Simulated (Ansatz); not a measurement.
Geometry relaxation of WSi6 (part 2 of 3)

The same run, continued: WSi6 (slab, 7 atoms in the cell); DFT PBEsol, scalar-relativistic, plane waves, PAW, spin-polarised (Ansatz 0.2.0); cutoff 420 eV, 9×9×1 k-mesh, Gaussian smearing of 0.05 eV, collinear spins. The structure derives from a Materials Project entry. The input holds or restrains some coordinates. Forces given for the steps count only the free coordinates. It belongs to a series of runs on one base structure; here: W over the place (0/6, 2/6) of the surface cell, its height relaxed.

Geometry of the input (Å; fractional positions):
```
3.8249  0.0000  0.0000
-1.9124  3.3125  0.0000
0.0000  0.0000  26.1211
Si 0.6667  0.3333  0.3254
Si 0.3333  0.6667  0.3559
Si 0.3333  0.6667  0.4465
Si 0.6667  0.3333  0.4756
Si 0.6667  0.3333  0.5673
Si 0.3333  0.6667  0.5929
W  0.3333  1.0000  0.6856
```

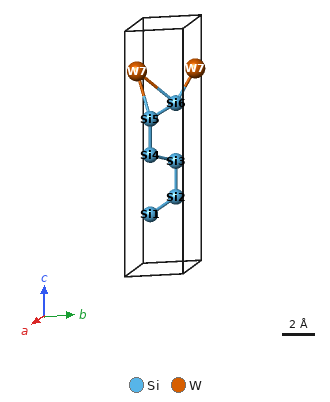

**Figure 1.** The geometry at step 2 of the log (ball-and-stick view of the cell of the calculation, with the vacuum cut short, seen slightly off an axis; atoms are numbered from 1 in the order of the input).

## The program's output, continued
```
SCF iter   1: F=—  HF=-13978.449505 eV  |F-HF|=—  |Δ(HF+E_count)|=         —  Δρ=1.78e-2 (↑1.78e-2 ↓1.45e-2)  dr2=2.57e1  dr2_m=9.98e-2  M=3.907 μB ∫|m|=4.031 μB  β_m=1.00  ethr=3.10e-3  p=0.000 e·Å  D=2.01e-7 V/Å  ΔV_dip=-0.00 eV  dr2_dipole=1.33e1  V_vac-E_F(+/−)=6.12/6.12 eV  ⟨swp⟩=10.0  Hψ=14683  notcnv=0
Mixer restart at iter 1: flushing history
efield: sawtooth ramp at fractional position 0.9855 (placed from the atoms, in the widest stretch of the axis that holds none; the zero of the levels goes with the place), width 0.0400; the density the first Hamiltonian is built on has a dipole p = 0.000 e·Å; the dipole correction subtracts the counter field D = 2.01e-7 V/Å, which shifts the + side's vacuum level by -0.00 eV against the − side's; the planar-averaged density in the ramp window peaks in size at 9.2e-7 e/Å³
preconditioner: auto → LDOS  [metal: Δε(μ)=0.007 eV  Ē_g=6.873 eV  σ=0.050 eV  W_gap=0.08  n_scr=20 (ndim 8)  ℏωp=11.2 eV  f_vac=0.470  D(μ)=3.99/eV (n_scr^D=12)]
spin=Collinear: LDOS preconditioning applied to the charge; magnetization (m = ρ↑ − ρ↓) channel mixes plain (no charge-response kernel on spin).
SCF iter   2: F=—  HF=-13977.721876 eV  |F-HF|=—  |Δ(HF+E_count)|=   7.28e-1  Δρ=1.06e-2 (↑1.04e-2 ↓1.06e-2)  dr2=1.00e1  dr2_m=3.85e-3  M=3.736 μB ∫|m|=4.127 μB  β_m=0.53  ethr=3.10e-3  p=0.036 e·Å  D=1.95e-2 V/Å  ΔV_dip=-0.51 eV  dr2_dipole=4.40e0  V_vac-E_F(+/−)=5.42/5.93 eV  ⟨swp⟩=2.1  Hψ=3334  notcnv=0  defer=207
density mixer auto → msr1: a metal under ldos (density of states about μ 1.02 of a free-electron gas's, 20 screened modes)
SCF iter   3: F=—  HF=-13977.183858 eV  |F-HF|=—  |Δ(HF+E_count)|=   5.38e-1  Δρ=4.55e-3 (↑4.55e-3 ↓4.41e-3)  dr2=3.78e-1  dr2_m=4.56e-2  M=3.332 μB ∫|m|=4.236 μB  β_m=0.73  ethr=3.10e-3  p=0.088 e·Å  D=4.81e-2 V/Å  ΔV_dip=-1.26 eV  dr2_dipole=1.73e-1  V_vac-E_F(+/−)=4.15/5.41 eV  ⟨swp⟩=3.7  Hψ=4135  notcnv=0  defer=276
SCF iter   4: F=—  HF=-13977.293394 eV  |F-HF|=—  |Δ(HF+E_count)|=   1.10e-1  Δρ=2.18e-3 (↑2.18e-3 ↓1.64e-3)  dr2=1.96e-1  dr2_m=6.63e-3  M=3.013 μB ∫|m|=4.329 μB  β_m=0.70  ethr=9.94e-4  p=0.056 e·Å  D=3.09e-2 V/Å  ΔV_dip=-0.81 eV  dr2_dipole=3.40e-2  V_vac-E_F(+/−)=4.42/5.23 eV  ⟨swp⟩=2.8  Hψ=3951  notcnv=0  defer=237
SCF iter   5: F=—  HF=-13977.308096 eV  |F-HF|=—  |Δ(HF+E_count)|=         —  Δρ=1.80e-3 (↑1.80e-3 ↓1.29e-3)  dr2=9.83e-2  dr2_m=5.85e-3  M=2.806 μB ∫|m|=4.388 μB  β_m=0.70  ethr=5.15e-4  p=0.055 e·Å  D=3.01e-2 V/Å  ΔV_dip=-0.79 eV  dr2_dipole=6.07e-2  V_vac-E_F(+/−)=4.29/5.08 eV  ⟨swp⟩=2.1  Hψ=2820  notcnv=0  defer=239
SCF iter   6: F=—  HF=-13977.316027 eV  |F-HF|=—  |Δ(HF+E_count)|=   7.93e-3  Δρ=1.02e-3 (↑1.02e-3 ↓8.83e-4)  dr2=2.74e-2  dr2_m=2.42e-3  M=2.725 μB ∫|m|=4.378 μB  β_m=0.85  ethr=2.59e-4  p=0.042 e·Å  D=2.31e-2 V/Å  ΔV_dip=-0.60 eV  dr2_dipole=2.02e-2  V_vac-E_F(+/−)=4.27/4.88 eV  ⟨swp⟩=2.1  Hψ=2819  notcnv=0  defer=239
SCF iter   7: F=—  HF=-13977.322045 eV  |F-HF|=—  |Δ(HF+E_count)|=   6.02e-3  Δρ=4.51e-4 (↑4.47e-4 ↓4.51e-4)  dr2=6.61e-3  dr2_m=4.26e-4  M=2.647 μB ∫|m|=4.358 μB  β_m=0.76  ethr=7.22e-5  p=0.035 e·Å  D=1.91e-2 V/Å  ΔV_dip=-0.50 eV  dr2_dipole=3.49e-3  V_vac-E_F(+/−)=4.27/4.76 eV  ⟨swp⟩=2.7  Hψ=3566  notcnv=0  defer=230
SCF iter   8: F=—  HF=-13977.321952 eV  |F-HF|=—  |Δ(HF+E_count)|=   9.27e-5  Δρ=2.08e-4 (↑1.99e-4 ↓2.08e-4)  dr2=9.10e-4  dr2_m=9.35e-5  M=2.624 μB ∫|m|=4.350 μB  β_m=0.76  ethr=1.74e-5  p=0.030 e·Å  D=1.66e-2 V/Å  ΔV_dip=-0.43 eV  dr2_dipole=2.29e-4  V_vac-E_F(+/−)=4.27/4.71 eV  ⟨swp⟩=2.0  Hψ=3071  notcnv=0  defer=231
SCF iter   9: F=—  HF=-13977.321951 eV  |F-HF|=—  |Δ(HF+E_count)|=   8.38e-7  Δρ=1.05e-4 (↑1.05e-4 ↓8.10e-5)  dr2=1.97e-4  dr2_m=2.00e-5  M=2.621 μB ∫|m|=4.343 μB  β_m=0.72  ethr=2.39e-6  p=0.030 e·Å  D=1.66e-2 V/Å  ΔV_dip=-0.43 eV  dr2_dipole=2.95e-6  V_vac-E_F(+/−)=4.28/4.71 eV  ⟨swp⟩=2.0  Hψ=3264  notcnv=0  defer=231
SCF iter  10: F=—  HF=-13977.321967 eV  |F-HF|=—  |Δ(HF+E_count)|=   1.61e-5  Δρ=4.67e-5 (↑4.67e-5 ↓3.51e-5)  dr2=2.80e-5  dr2_m=3.73e-6  M=2.621 μB ∫|m|=4.340 μB  β_m=0.67  ethr=5.19e-7  p=0.031 e·Å  D=1.68e-2 V/Å  ΔV_dip=-0.44 eV  dr2_dipole=2.78e-6  V_vac-E_F(+/−)=4.28/4.72 eV  ⟨swp⟩=2.0  Hψ=3199  notcnv=0  defer=231
SCF iter  11: F=—  HF=-13977.321971 eV  |F-HF|=—  |Δ(HF+E_count)|=   3.57e-6  Δρ=2.01e-5 (↑2.01e-5 ↓1.39e-5)  dr2=1.04e-5  dr2_m=6.77e-7  M=2.621 μB ∫|m|=4.339 μB  β_m=0.77  ethr=7.37e-8  p=0.031 e·Å  D=1.68e-2 V/Å  ΔV_dip=-0.44 eV  dr2_dipole=6.30e-6  V_vac-E_F(+/−)=4.28/4.72 eV  ⟨swp⟩=2.1  Hψ=3429  notcnv=0  defer=231
SCF iter  12: F=-13977.321968 eV  HF=-13977.321973 eV  |F-HF|=4.64e-6  |Δ(HF+E_count)|=   1.93e-6  Δρ=1.10e-5 (↑1.10e-5 ↓5.71e-6)  dr2=3.83e-6  dr2_m=1.37e-7  M=2.620 μB ∫|m|=4.338 μB  ethr=2.63e-8  p=0.031 e·Å  D=1.69e-2 V/Å  ΔV_dip=-0.44 eV  dr2_dipole=1.18e-6  V_vac-E_F(+/−)=4.28/4.72 eV  ⟨swp⟩=24.3  Hψ=22965  notcnv=0
SCF 1 converged in 12 iterations: F = -13977.321968 eV  dr2 = 3.83e-6
  greatest PAW one-centre occupation: 1.000 electrons in one spin orbital (limit 2), on the W atom at site 6 (counted from 0), in its partial waves of l = 0
relax step   1: F+E_penalty+E_count = -13977.32196830 eV  Δ(F+E_penalty+E_count) = +0.000e0 eV  max|allowed force component| = 1.570e0 eV/Å  Δτ_max = 0.0000 Å  (12 SCF iters, dr2 threshold 1.00e-5 eV, accepted)
Initial density: handed on by an earlier stage of this run
Starting moments: Σ|m| = 4 μB on 1 of 7 sites; this step starts from the density that it was given
Initial wavefunctions: those handed on with the density
iter 1 solved again at ethr=3.44e-4 eV; its pass at ethr=3.10e-3 eV (dr2=1.31e-1 eV) is discarded
SCF iter   1: F=—  HF=-13977.336161 eV  |F-HF|=—  |Δ(HF+E_count)|=         —  Δρ=1.26e-2 (↑1.26e-2 ↓1.14e-2)  dr2=9.74e-2  dr2_m=4.25e-1  M=2.542 μB ∫|m|=4.139 μB  β_m=1.00  ethr=3.44e-4  p=0.031 e·Å  D=1.69e-2 V/Å  ΔV_dip=-0.44 eV  dr2_dipole=1.27e-2  V_vac-E_F(+/−)=4.31/4.75 eV  ⟨swp⟩=1.5  Hψ=10007  notcnv=0  defer=262
efield: sawtooth ramp at fractional position 0.9855 (handed on by an earlier solve), width 0.0400; the density the first Hamiltonian is built on has a dipole p = 0.031 e·Å; the dipole correction subtracts the counter field D = 1.69e-2 V/Å, which shifts the + side's vacuum level by -0.44 eV against the − side's; the planar-averaged density in the ramp window peaks in size at 1.3e-6 e/Å³
preconditioner: auto → LDOS  [metal: Δε(μ)=0.037 eV  Ē_g=6.489 eV  σ=0.050 eV  W_gap=0.39  n_scr=20 (ndim 8)  ℏωp=11.2 eV  f_vac=0.486  D(μ)=2.36/eV (n_scr^D=8)]
spin=Collinear: LDOS preconditioning applied to the charge; magnetization (m = ρ↑ − ρ↓) channel mixes plain (no charge-response kernel on spin).
SCF iter   2: F=—  HF=-13977.591706 eV  |F-HF|=—  |Δ(HF+E_count)|=   2.56e-1  Δρ=1.94e-3 (↑1.94e-3 ↓1.40e-3)  dr2=3.89e-2  dr2_m=2.76e-3  M=2.534 μB ∫|m|=4.123 μB  β_m=1.00  ethr=2.56e-4  p=0.036 e·Å  D=1.97e-2 V/Å  ΔV_dip=-0.51 eV  dr2_dipole=8.18e-3  V_vac-E_F(+/−)=4.24/4.76 eV  ⟨swp⟩=3.4  Hψ=4615  notcnv=0  defer=266  κ⁻¹=1.0e0(r=1)
preconditioner: auto → Resta (q_TF=auto, 1.902 Å⁻¹)  ε∞=4.0  [insulator: Δε(μ)=0.060 eV  Ē_g=6.464 eV  σ=0.050 eV  W_gap=0.54  n_scr=20 (ndim 8)  ℏωp=11.2 eV  f_vac=0.486  D(μ)=1.82/eV (n_scr^D=8)  ε∞_Penn≈4.0  vacuum switching on, ρ_ref=3.0e-3 e/Å³]
spin=Collinear: Resta preconditioning applied to the charge; magnetization (m = ρ↑ − ρ↓) channel mixes plain (no charge-response kernel on spin).
density mixer auto → broyden: gapped, with many states about μ (density of states about μ 1.08 of a free-electron gas's, 20 screened modes)
SCF iter   3: F=—  HF=-13977.588639 eV  |F-HF|=—  |Δ(HF+E_count)|=   3.07e-3  Δρ=9.29e-4 (↑8.60e-4 ↓9.29e-4)  dr2=2.58e-2  dr2_m=1.49e-4  M=2.530 μB ∫|m|=4.148 μB  β_m=1.00  ethr=1.02e-4  p=0.049 e·Å  D=2.69e-2 V/Å  ΔV_dip=-0.70 eV  dr2_dipole=1.37e-2  V_vac-E_F(+/−)=4.13/4.84 eV  ⟨swp⟩=2.2  Hψ=2883  notcnv=0  defer=266  κ⁻¹=2.7e-1(r=2)
SCF iter   4: F=—  HF=-13977.587479 eV  |F-HF|=—  |Δ(HF+E_count)|=   1.16e-3  Δρ=7.67e-4 (↑7.00e-4 ↓7.67e-4)  dr2=6.08e-3  dr2_m=8.43e-5  M=2.547 μB ∫|m|=4.150 μB  β_m=1.00  ethr=6.79e-5  p=0.040 e·Å  D=2.20e-2 V/Å  ΔV_dip=-0.57 eV  dr2_dipole=9.65e-4  V_vac-E_F(+/−)=4.19/4.76 eV  ⟨swp⟩=1.2  Hψ=2482  notcnv=0  defer=255  κ⁻¹=1.4e-2(r=3)
SCF iter   5: F=—  HF=-13977.586676 eV  |F-HF|=—  |Δ(HF+E_count)|=   8.04e-4  Δρ=4.23e-4 (↑4.06e-4 ↓4.23e-4)  dr2=1.41e-3  dr2_m=5.17e-5  M=2.557 μB ∫|m|=4.175 μB  β_m=1.00  ethr=1.60e-5  p=0.041 e·Å  D=2.27e-2 V/Å  ΔV_dip=-0.59 eV  dr2_dipole=1.82e-4  V_vac-E_F(+/−)=4.19/4.79 eV  ⟨swp⟩=1.3  Hψ=2558  notcnv=0  defer=247  κ⁻¹=1.4e-3(r=4)
SCF iter   6: F=—  HF=-13977.587300 eV  |F-HF|=—  |Δ(HF+E_count)|=   6.24e-4  Δρ=1.35e-4 (↑1.35e-4 ↓1.35e-4)  dr2=2.68e-4  dr2_m=2.60e-6  M=2.566 μB ∫|m|=4.195 μB  β_m=1.00  ethr=3.71e-6  p=0.038 e·Å  D=2.10e-2 V/Å  ΔV_dip=-0.55 eV  dr2_dipole=5.64e-5  V_vac-E_F(+/−)=4.24/4.79 eV  ⟨swp⟩=2.5  Hψ=3541  notcnv=0  defer=247  κ⁻¹=1.4e-4(r=5)
SCF iter   7: F=—  HF=-13977.587665 eV  |F-HF|=—  |Δ(HF+E_count)|=   3.65e-4  Δρ=7.80e-5 (↑6.30e-5 ↓7.80e-5)  dr2=1.13e-4  dr2_m=8.13e-7  M=2.566 μB ∫|m|=4.195 μB  β_m=1.00  ethr=7.04e-7  p=0.037 e·Å  D=2.01e-2 V/Å  ΔV_dip=-0.53 eV  dr2_dipole=1.68e-5  V_vac-E_F(+/−)=4.26/4.79 eV  ⟨swp⟩=2.5  Hψ=3366  notcnv=0  defer=247  κ⁻¹=2.7e-5(r=6)
SCF iter   8: F=—  HF=-13977.587858 eV  |F-HF|=—  |Δ(HF+E_count)|=   1.93e-4  Δρ=5.16e-5 (↑3.47e-5 ↓5.16e-5)  dr2=4.44e-5  dr2_m=6.86e-7  M=2.566 μB ∫|m|=4.195 μB  β_m=1.00  ethr=2.96e-7  p=0.036 e·Å  D=1.96e-2 V/Å  ΔV_dip=-0.51 eV  dr2_dipole=5.22e-6  V_vac-E_F(+/−)=4.28/4.79 eV  ⟨swp⟩=2.1  Hψ=2803  notcnv=0  defer=247  κ⁻¹=1.3e-5(r=7)
SCF iter   9: F=-13977.587850 eV  HF=-13977.587949 eV  |F-HF|=9.95e-5  |Δ(HF+E_count)|=   9.17e-5  Δρ=5.58e-5 (↑5.58e-5 ↓1.74e-5)  dr2=7.46e-5  dr2_m=2.74e-6  M=2.567 μB ∫|m|=4.195 μB  ethr=1.17e-7  p=0.035 e·Å  D=1.91e-2 V/Å  ΔV_dip=-0.50 eV  dr2_dipole=3.42e-5  V_vac-E_F(+/−)=4.29/4.79 eV  ⟨swp⟩=20.8  Hψ=24572  notcnv=0
SCF 2 converged in 9 iterations: F = -13977.587850 eV  dr2 = 7.46e-5
relax step   2: F+E_penalty+E_count = -13977.58784997 eV  Δ(F+E_penalty+E_count) = -2.659e-1 eV  max|allowed force component| = 1.089e0 eV/Å  Δτ_max = 0.1950 Å  (9 SCF iters, dr2 threshold 1.00e-4 eV, accepted)
SCF iter   1: F=—  HF=-13977.508243 eV  |F-HF|=—  |Δ(HF+E_count)|=         —  Δρ=1.33e-2 (↑1.33e-2 ↓1.18e-2)  dr2=2.14e-1  dr2_m=4.54e-1  M=2.177 μB ∫|m|=3.741 μB  β_m=1.00  ethr=2.56e-3  p=0.035 e·Å  D=1.91e-2 V/Å  ΔV_dip=-0.50 eV  dr2_dipole=4.51e-2  V_vac-E_F(+/−)=4.34/4.84 eV  ⟨swp⟩=5.1  Hψ=7389  notcnv=0  defer=208
efield: sawtooth ramp at fractional position 0.9855 (handed on by an earlier solve), width 0.0400; the density the first Hamiltonian is built on has a dipole p = 0.035 e·Å; the dipole correction subtracts the counter field D = 1.91e-2 V/Å, which shifts the + side's vacuum level by -0.50 eV against the − side's; the planar-averaged density in the ramp window peaks in size at 1.1e-6 e/Å³
preconditioner: auto → LDOS  [metal: Δε(μ)=0.023 eV  Ē_g=6.548 eV  σ=0.050 eV  W_gap=0.25  n_scr=20 (ndim 8)  ℏωp=11.2 eV  f_vac=0.494  D(μ)=2.77/eV (n_scr^D=10)]
spin=Collinear: LDOS preconditioning applied to the charge; magnetization (m = ρ↑ − ρ↓) channel mixes plain (no charge-response kernel on spin).
SCF iter   2: F=—  HF=-13977.766339 eV  |F-HF|=—  |Δ(HF+E_count)|=   2.58e-1  Δρ=2.95e-3 (↑2.95e-3 ↓2.12e-3)  dr2=5.87e-2  dr2_m=8.28e-3  M=2.019 μB ∫|m|=3.571 μB  β_m=0.32  ethr=5.63e-4  p=0.042 e·Å  D=2.27e-2 V/Å  ΔV_dip=-0.59 eV  dr2_dipole=3.31e-3  V_vac-E_F(+/−)=4.28/4.87 eV  ⟨swp⟩=2.8  Hψ=5129  notcnv=0  defer=276
density mixer auto → msr1: a metal under ldos (density of states about μ 1.23 of a free-electron gas's, 20 screened modes)
SCF iter   3: F=—  HF=-13977.734064 eV  |F-HF|=—  |Δ(HF+E_count)|=   3.23e-2  Δρ=1.50e-3 (↑1.31e-3 ↓1.50e-3)  dr2=1.65e-2  dr2_m=2.30e-3  M=2.061 μB ∫|m|=3.610 μB  β_m=0.51  ethr=1.54e-4  p=0.044 e·Å  D=2.38e-2 V/Å  ΔV_dip=-0.62 eV  dr2_dipole=1.36e-3  V_vac-E_F(+/−)=4.26/4.89 eV  ⟨swp⟩=1.7  Hψ=2667  notcnv=0  defer=276
SCF iter   4: F=—  HF=-13977.726253 eV  |F-HF|=—  |Δ(HF+E_count)|=   7.81e-3  Δρ=8.15e-4 (↑7.31e-4 ↓8.15e-4)  dr2=1.46e-3  dr2_m=1.60e-3  M=2.182 μB ∫|m|=3.737 μB  β_m=0.76  ethr=4.35e-5  p=0.044 e·Å  D=2.42e-2 V/Å  ΔV_dip=-0.63 eV  dr2_dipole=9.04e-5  V_vac-E_F(+/−)=4.27/4.90 eV  ⟨swp⟩=2.5  Hψ=3475  notcnv=0  defer=276
SCF iter   5: F=—  HF=-13977.728240 eV  |F-HF|=—  |Δ(HF+E_count)|=   1.99e-3  Δρ=4.21e-4 (↑3.78e-4 ↓4.21e-4)  dr2=1.02e-3  dr2_m=4.49e-4  M=2.231 μB ∫|m|=3.791 μB  β_m=0.88  ethr=3.85e-6  p=0.042 e·Å  D=2.27e-2 V/Å  ΔV_dip=-0.59 eV  dr2_dipole=2.51e-4  V_vac-E_F(+/−)=4.30/4.90 eV  ⟨swp⟩=2.0  Hψ=3614  notcnv=0  defer=276
SCF iter   6: F=—  HF=-13977.728501 eV  |F-HF|=—  |Δ(HF+E_count)|=   2.61e-4  Δρ=7.80e-5 (↑7.00e-5 ↓7.80e-5)  dr2=2.31e-4  dr2_m=7.61e-6  M=2.258 μB ∫|m|=3.823 μB  β_m=0.82  ethr=2.69e-6  p=0.040 e·Å  D=2.21e-2 V/Å  ΔV_dip=-0.58 eV  dr2_dipole=7.37e-5  V_vac-E_F(+/−)=4.32/4.90 eV  ⟨swp⟩=2.1  Hψ=3291  notcnv=0  defer=276
SCF iter   7: F=—  HF=-13977.728499 eV  |F-HF|=—  |Δ(HF+E_count)|=   2.05e-6  Δρ=4.69e-5 (↑4.69e-5 ↓3.37e-5)  dr2=1.57e-4  dr2_m=2.23e-6  M=2.258 μB ∫|m|=3.824 μB  β_m=0.81  ethr=6.09e-7  p=0.040 e·Å  D=2.20e-2 V/Å  ΔV_dip=-0.57 eV  dr2_dipole=7.42e-5  V_vac-E_F(+/−)=4.32/4.90 eV  ⟨swp⟩=2.9  Hψ=3765  notcnv=0  defer=276
SCF iter   8: F=-13977.728482 eV  HF=-13977.728497 eV  |F-HF|=1.51e-5  |Δ(HF+E_count)|=   1.90e-6  Δρ=1.20e-5 (↑1.11e-5 ↓1.20e-5)  dr2=1.15e-5  dr2_m=1.92e-7  M=2.259 μB ∫|m|=3.825 μB  ethr=1.95e-7  p=0.040 e·Å  D=2.21e-2 V/Å  ΔV_dip=-0.58 eV  dr2_dipole=4.93e-6  V_vac-E_F(+/−)=4.32/4.90 eV  ⟨swp⟩=21.2  Hψ=23663  notcnv=0
SCF 3 converged in 8 iterations: F = -13977.728482 eV  dr2 = 1.15e-5
relax step   3: F+E_penalty+E_count = -13977.72848202 eV  Δ(F+E_penalty+E_count) = -1.406e-1 eV  max|allowed force component| = 3.446e-1 eV/Å  Δτ_max = 0.1950 Å  (8 SCF iters, dr2 threshold 7.41e-5 eV, accepted)
```
